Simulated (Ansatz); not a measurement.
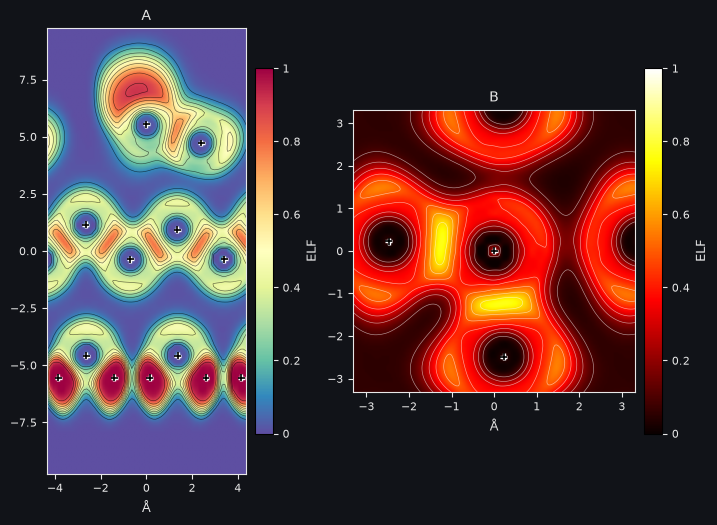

The ELF of 2 systems, each on a plane through atoms (crosses mark nuclei in the plane).

The calculation used Ansatz 0.2.0, DFT r2SCAN, scalar-relativistic, plane waves, PAW.

System 1: Ge$_{4}$H (slab), the (100) plane of the calculation cell, a cut from vacuum to vacuum. 

System 2: Ge, the (001) plane of the conventional cell. Space group P4₃2₁2; a generated structure, not necessarily the stable one.

> Which map belongs to which system?

Panel A is system 1, Ge$_{4}$H: the plane holds Ge and H. Ge–H (1.56 Å): the ELF climbs to about 1 towards the hydrogen. Panel B is system 2, Ge: the plane holds Ge. Ge–Ge (2.49 Å): the ELF peaks at about 0.75 between the atoms (localised, covalent bonding).
